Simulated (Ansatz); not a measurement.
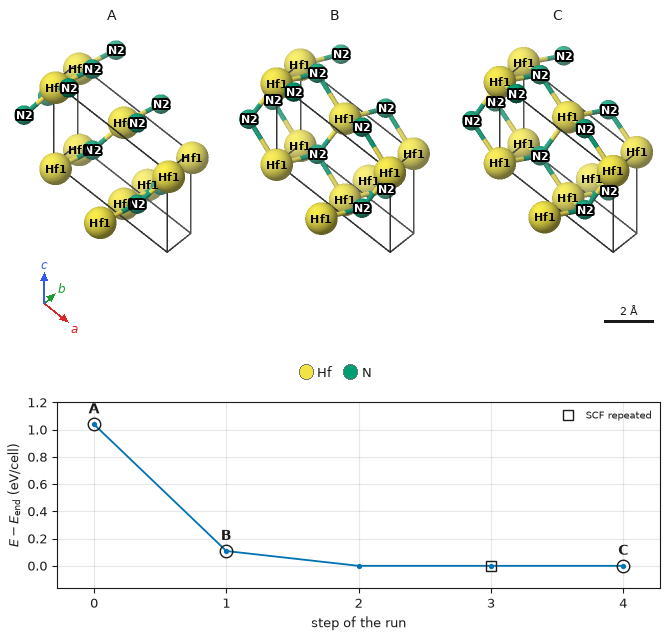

Frames of a relaxation of solid HfN (set up in P1), marked on the history of the run. A ball-and-stick model of the conventional cell (2 times the calculation's cell), seen slightly off an axis. Lengths and directions refer to the drawn axes.

Case: all atoms moved at random, sigma 0.4 Å for each component; relaxed back.

The calculation used Ansatz 0.2.0, DFT r2SCAN, scalar-relativistic, plane waves, PAW. Set-up: plane-wave cutoff 500 eV; k-point mesh 12 × 12 × 12; occupations gaussian; smearing width 0.15 eV; no spin polarisation; atoms relaxed in a fixed cell; force threshold 0.01 eV/Å; at most 80 steps.

**What happens along the run?**

Over 3 accepted moves (4 points after the start) the energy falls by 1.039 eV per cell of the calculation. The largest force component goes from 2.9 to 0.0008 eV/Å. 1 step only repeated the SCF at the same geometry. The largest moves, 0.24 Å, are those of Hf1 and N2. Hf1 goes along [−1 0 3]. Largest moves by element: Hf 0.24 Å, N 0.24 Å. The cell doesn't change. Among the contacts that change: Hf1–N2 2.587 → 2.118 Å, Hf1–N2 (another image) 1.858 → 2.118 Å, Hf1–N2 (another image) 2.093 → 2.118 Å. New bonds form, among them: Hf1–N2 (2.59 → 2.12 Å). Among the angles between lasting bonds that change: N2–Hf1–N2 122.1° → 109.5°, Hf1–N2–Hf1 122.1° → 109.5°. The space group (tolerance 0.01 Å) goes from Cm (No. 8) to F-43m (No. 216). The run took 4.8 min on 2 threads of Intel(R) Xeon(R) Platinum 8259CL CPU @ 2.50GHz (Skylake/Cascade Lake), with other jobs on the host, peak memory 1.1 GiB. From step 0 to 1: Hf and N atoms move most (0.19 Å), energy −0.930 eV per cell of the calculation. From step 1 to 4: Hf and N atoms move most (0.07 Å), energy −0.109 eV per cell of the calculation.

```
step  E − E(0), meV/atom  largest force component, eV/Å                         note
   0                0.00                         2.9383                             
   1             -465.10                         1.2096                             
   2             -519.47                         0.0111                             
   3             -519.47                         0.0111  same geometry, SCF repeated
   4             -519.48                         0.0008
```
